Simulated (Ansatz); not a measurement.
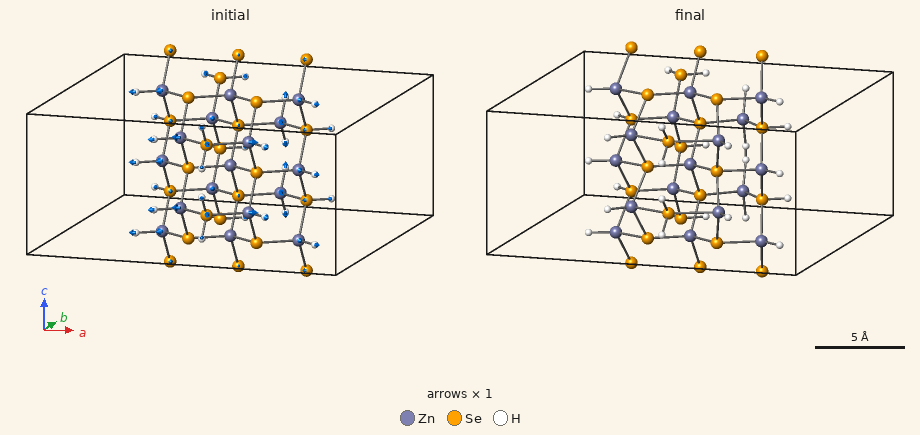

The structure of a wire of composition Zn₇H₁₂Se₇ before (left) and after (right) a relaxation, at one scale. The blue arrows give the displacements (the part carried along by the change of the cell is left out), at their true length.

The picture is a ball-and-stick view of the 2 repeat of the cell, with the vacuum cut short, seen slightly off an axis.

Case: wire along [1 1 0], 14 atoms a period, capped with H.

Level of theory: Ansatz 0.2.0, DFT PBE, scalar-relativistic, plane waves, PAW. Set-up: plane-wave cutoff 420 eV; k-point mesh 1 × 1 × 8; occupations gaussian; smearing width 0.05 eV; no spin polarisation; cell relaxed at fixed a, b, alpha, beta, gamma; force threshold 0.02 eV/Å; at most 45 steps.

**Summarise the run.**

The run was cut off at its time limit before the relaxation converged, so the last structure is only a point on the way. The atom that moves furthest relative to the centre of the atoms is a Zn atom (0.58 Å). Largest moves by element: Zn 0.58 Å, H 0.43 Å, Se 0.34 Å. Along the periodic axis the drawn cell goes c 8.106 → 8.267 Å (+2.0 %). Some distances before and after: H–H 1.522 → 0.802 Å, Se–Zn 2.482 → 2.850 Å, Se–Zn 2.482 → 2.801 Å, Se–Zn 2.482 → 2.712 Å. New bonds form, among them: H–H (1.52 → 0.80 Å). Bond angles that change, for instance: H–Zn–H 109.5° → 139.1°, Se–Zn–H 109.5° → 134.2°, Zn–Se–Zn 109.5° → 132.6°. After 3 geometry steps the energy has fallen by 2.238 eV per cell of the calculation. The largest force component goes from 1.4 to 1.5 eV/Å. Cost: 4.7 min on 4 threads of Arm Neoverse V2, on a shared host, peak memory 3.6 GiB.
